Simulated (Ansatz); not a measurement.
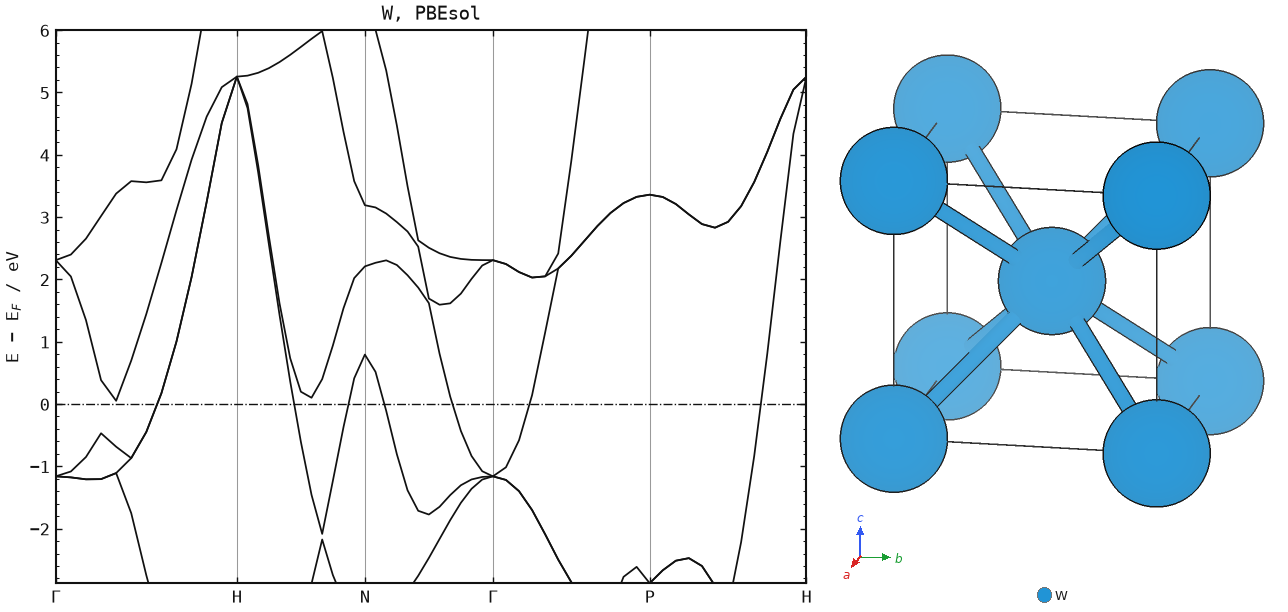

Band structure, beside the structure. Energies are counted from the Fermi level.

This input was run:

```yaml
crystal:
  lattice:
    - [-1.582345, 1.582345, 1.582345]
    - [1.582345, -1.582345, 1.582345]
    - [1.582345, 1.582345, -1.582345]
  atoms:
    - { symbol: W, position: [0.0, 0.0, 0.0] }
kpoints:
  mp_grid: { grid: [12, 12, 12] }
  band_path:
    path:
      - [0.0, 0.0, 0.0]
      - [0.5, -0.5, 0.5]
      - [0.0, 0.0, 0.5]
      - [0.0, 0.0, 0.0]
      - [0.25, 0.25, 0.25]
      - [0.5, -0.5, 0.5]
    npoints: 12
scf:
  occupations: { method: fermi_dirac, width: 0.05 }
hamiltonian:
  xc: pbesol
  pseudopotentials: { kind: all_electron, lapw: { basis_error: 0.001 } }
output:
  forces: true
  stress: true
  eigenvalues: true
```

System: bcc W, space group Im-3m (No. 229), 1 atom in the primitive cell.

Computed with Ansatz: PBEsol, all-electron LAPW, no spin polarisation, no spin-orbit coupling, 12×12×12 k mesh, Fermi-Dirac smearing of 0.05 eV.

**Is there a gap at the Fermi level?**

A metal: bands cross the Fermi level along this path.

**Which levels at Γ lie nearest to the Fermi level?**

At Γ the nearest levels lie 1.16 eV below and 2.31 eV above the Fermi level.

Spin-orbit coupling is left out, which matters for W. Bands are joined in order of energy, so crossings between the computed points show as kinks or gaps.
